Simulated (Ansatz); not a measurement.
```
CELL_PARAMETERS angstrom
0.00000 -2.83477 0.00000
2.96447 0.00000 0.00000
0.00000 0.00000 4.68492
ATOMIC_POSITIONS crystal
Sn 0.50000 0.50000 0.00000
O 0.50000 0.00000 0.72085
O 0.50000 0.00000 0.27915
```

Space group Pmmm; a generated structure, not necessarily the stable one; computed pressure about 30 GPa in this cell.

Computed with Kohn-Sham DFT of a periodic cell, PBE, Ansatz PAW in Ansatz 0.2.0.

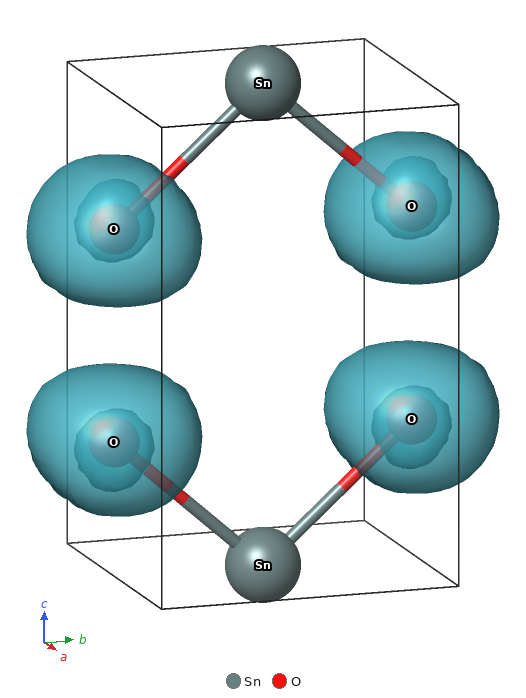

SnO₂. Isosurface of the electron localisation function at 0.7 (cyan), seen slightly off an axis. Core shells and regions of very low density are left out. Sticks mark near contacts.

Core electrons are frozen (PAW), and the valence fields are smoothed inside the atomic spheres.

Where are the electrons localised?

Answer. The surface consists of two regions wrapped around O (the valence shell of each), counted in one cell of 3 atoms. Regions shared between cells count once.

Values along the shortest contacts:
Sn–O (1.98 Å): the ELF peaks at about 0.80 in the valence shell of O, 0.6 Å from its nucleus, and is about 0.25 at the midpoint: no localised pair shows between them. Sn–Sn (2.83 Å): the ELF is about 0.45 at the midpoint.

Metal or insulator at this level of theory?

Answer. It is metallic or semimetallic at this level of theory: no gap opens.
